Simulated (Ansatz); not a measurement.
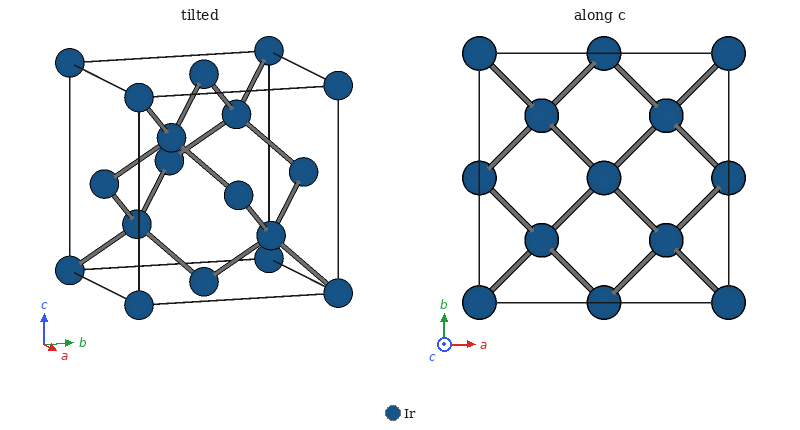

The figure gives a ball-and-stick picture of the atoms, viewed slightly off an axis and along the c axis. Thin lines show the conventional unit cell, with boundary atoms drawn in all their periodic places. Cell: a = 5.505 Å, b = 5.505 Å, c = 5.505 Å, α = 90.00°, β = 90.00°, γ = 90.00°.

Explain the picture.

The element is iridium. It belongs to space group Fd-3m (No. 227) and has a face-centred cubic lattice. The arrangement is known as diamond. The cell holds eight atoms. Ir is coordinated by four Ir in a tetrahedral arrangement at about 2.4 Å. The bonds build a three-dimensional framework.

The initial geometry was a structure listed in the Materials Project, with elements exchanged, so it need not be a known form of the compound. Atoms and cell were optimised with Ansatz 0.2.0, DFT PBEsol, scalar-relativistic, plane waves, PAW.
